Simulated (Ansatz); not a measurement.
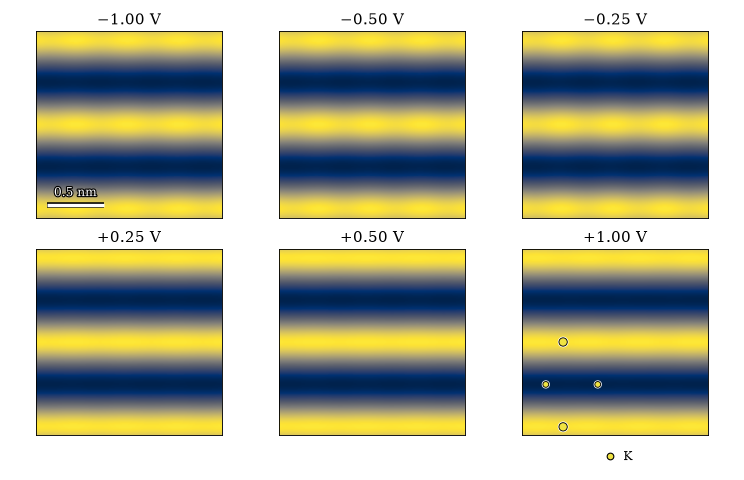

Constant-height images of K(211) (Im-3m bulk, 6 atomic planes (those closer than 0.6 Å count as one), 11 Å) at 6 sample biases, each on its own colour scale; the last has the atoms seen from above drawn over one corner (deeper ones smaller).

The STM signal is simulated in the Tersoff–Hamann approximation. Bias windows are sharp sums over the levels of the k mesh.

The calculation used DFT PBE, scalar-relativistic, plane waves, PAW in Ansatz. Cutoff 420 eV, 16 × 10 k-points, Gaussian smearing 0.1 eV, dipole correction. The slab is a cut without reconstruction beyond its cell, at the source's lattice constants, with its lower half held fixed and the rest relaxed. No spin polarisation. The run warns that the functional's potential is rough in the thin density of the vacuum, where the tip is; weak contrasts and barriers may feel it.

Question: How do the images change with bias?

Answer:
```tsv
bias	height (Å)	bright/dark	brightest over
−1.00 V	4.5	2.9	top K atoms
−0.50 V	4.5	2.8	top K atoms
−0.25 V	4.5	2.7	top K atoms
+0.25 V	4.5	2.9	top K atoms
+0.50 V	4.5	2.7	top K atoms
+1.00 V	4.5	1.9	points 2.1 Å to the side of the top K atoms and top K atoms
```

The slab has states at the Fermi level, so this model gives a current down to small biases. Its work function (top face) is 2.20 eV.
